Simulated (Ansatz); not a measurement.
A periodic structure is given below.

```yaml
crystal:
  lattice:
    - [2.70796, 0.00000, 0.00000]
    - [-1.35398, 2.34516, 0.00000]
    - [0.00000, 0.00000, 4.67816]
  atoms:
    - { symbol: Pt, position: [0.66667, 0.33333, 0.75000] }
    - { symbol: Pt, position: [0.33333, 0.66667, 0.25000] }
```

### Summarise the structure in words.

The element is platinum. Space group: P6_3/mmc (No. 194). Lattice: primitive hexagonal. Its structure type: hexagonal close-packed (Mg type). The cell holds two atoms. Each Pt atom is coordinated by twelve Pt in an anticuboctahedral arrangement at 2.71 to 2.81 Å. The bonds build a three-dimensional framework.

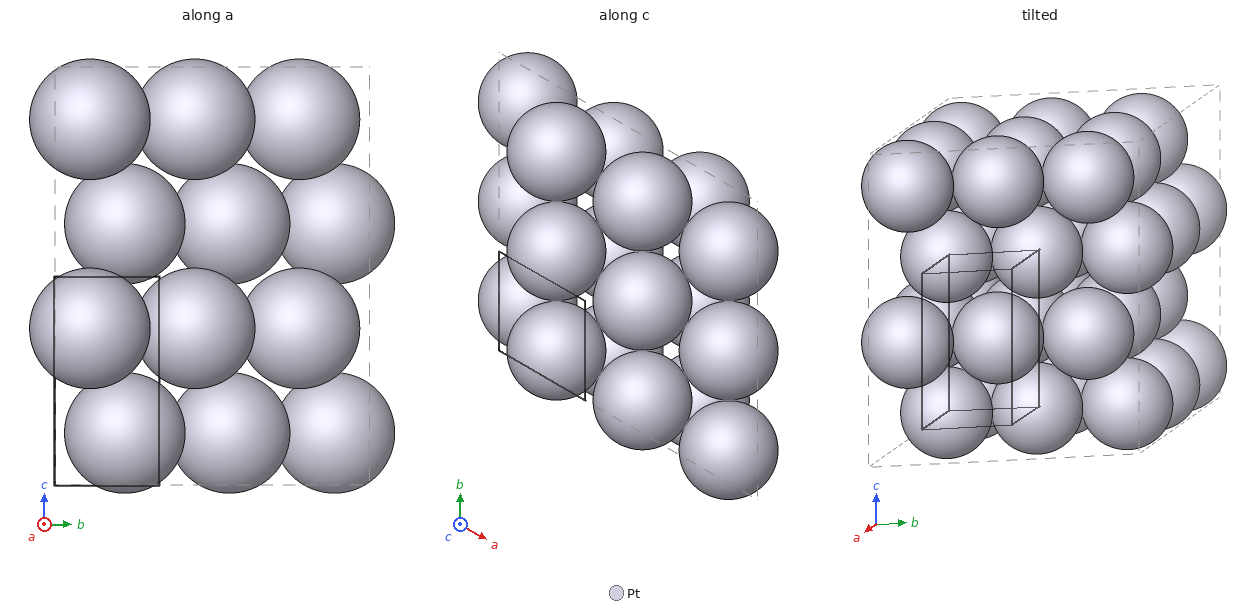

Crystal structure, space-filling style, seen along the a axis, along the c axis and slightly off an axis. A 3×3×2 array of cells is drawn; the conventional unit cell has the solid edges. Colours: platinum light grey.

It goes back to a structure listed in the Materials Project. Earlier steps of the study may have refined or changed the cell and positions. A calculation with Ansatz used it as input.
